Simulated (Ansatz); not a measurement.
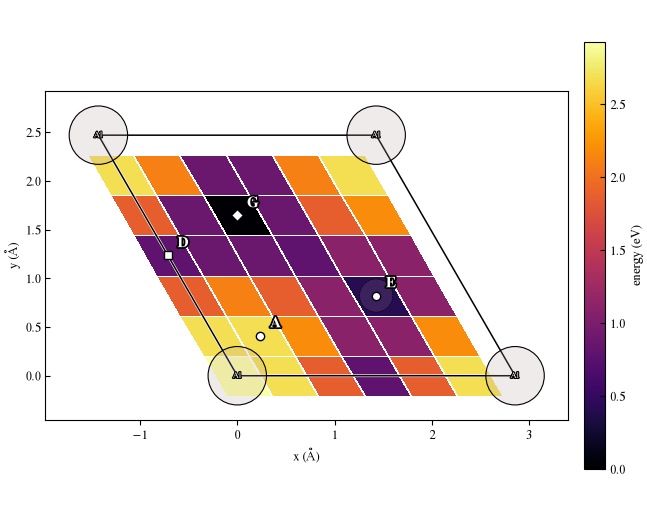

O on an Al(001) slab cut from the P6_3/mmc phase, its upper half relaxed before the scan (36 atoms of substrate and one adsorbate in a 2 × 2 cell). O is moved over the surface cell; relaxed at each place: the height of the adsorbate's atoms; substrate rigid; the origin of the map has the adsorbate above Al33. Places are given modulo a cell vector. The map is drawn in real space over the plane of the surface. The scan uses a 6 × 6 grid; 10 points were computed and 26 follow by symmetry. Places are given in fractions of the 1 × 1 surface cell. All energies are given in eV relative to the lowest grid point. All numbers below come from Ansatz 0.2.0, DFT PBE, scalar-relativistic, plane waves, PAW. Settings: cutoff 420 eV, k-mesh 6×6×1, gaussian smearing 0.1 eV, no spin polarisation.

Drawn: one coloured cell a grid point, labelled circles for the atoms of the top layer and small ones for the second layer, the outline of one cell of the plane, lettered points.

### What kind of point is each of E, G: minimum, saddle, maximum or slope?

E: minimum; G: minimum. (In these two coordinates alone; a stationary point may lie a little off the grid point.)

### Rank the lettered points by energy, lowest first.

G (0.00 eV), E (0.41 eV), D (0.79 eV), A (2.69 eV).

PAW datasets: the set soft_1.
